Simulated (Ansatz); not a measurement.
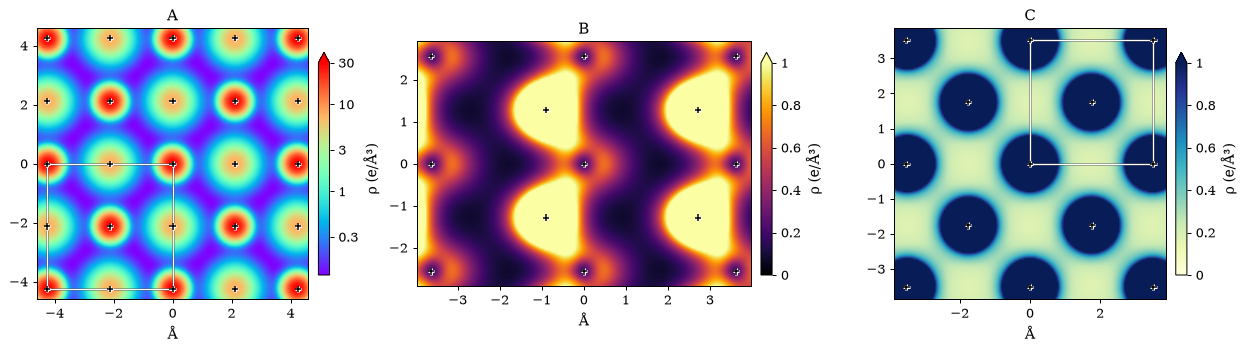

The valence pseudo-density of 3 systems, each on a plane through atoms (crosses mark nuclei in the plane).

All numbers below come from Ansatz, DFT PBE, scalar-relativistic, plane waves, PAW.

System 1: MgO, the (010) plane of the conventional cell. Space group Fm-3m; a structure from a database of computed crystals, not necessarily the ambient phase.

System 2: BN, the (011) plane of the conventional cell. Space group F-43m.

```
B N
1.0
     3.62465    0.00000    0.00000
     0.00000    0.00000   -3.62465
     0.00000    3.62465    0.00000
B N
4 4
Direct
  0.50000 0.50000 0.00000
  0.00000 0.50000 0.50000
  0.00000 0.00000 0.00000
  0.50000 0.00000 0.50000
  0.75000 0.75000 0.25000
  0.25000 0.75000 0.75000
  0.25000 0.25000 0.25000
  0.75000 0.25000 0.75000
```

System 3: Ni, the (010) plane of the conventional cell. Space group Fm-3m; a structure from a database of computed crystals, not necessarily the ambient phase; spin-polarised.

```cif
data_structure
_symmetry_space_group_name_H-M 'P 1'
_symmetry_Int_Tables_number 1
_cell_length_a 3.5185
_cell_length_b 3.5185
_cell_length_c 3.5185
_cell_angle_alpha 90.000
_cell_angle_beta 90.000
_cell_angle_gamma 90.000
_cell_volume 43.56
loop_
_atom_site_label
_atom_site_type_symbol
_atom_site_fract_x
_atom_site_fract_y
_atom_site_fract_z
_atom_site_occupancy
Ni1 Ni 0.00000 0.00000 0.00000 1
Ni2 Ni 0.50000 0.50000 0.00000 1
Ni3 Ni 0.50000 0.00000 0.50000 1
Ni4 Ni 0.00000 0.50000 0.50000 1
```

Q: Match each panel to its system.

A: Panel A is system 1, MgO: the plane holds Mg and O. Mg–O (2.13 Å): ρ at the midpoint is about 0.32 e/Å³. Panel B is system 2, BN: the plane holds B and N. B–N (1.57 Å): ρ at the midpoint is about 1.4 e/Å³. Panel C is system 3, Ni: the plane holds Ni. Ni–Ni (2.49 Å): ρ is about 0.32 e/Å³ halfway.
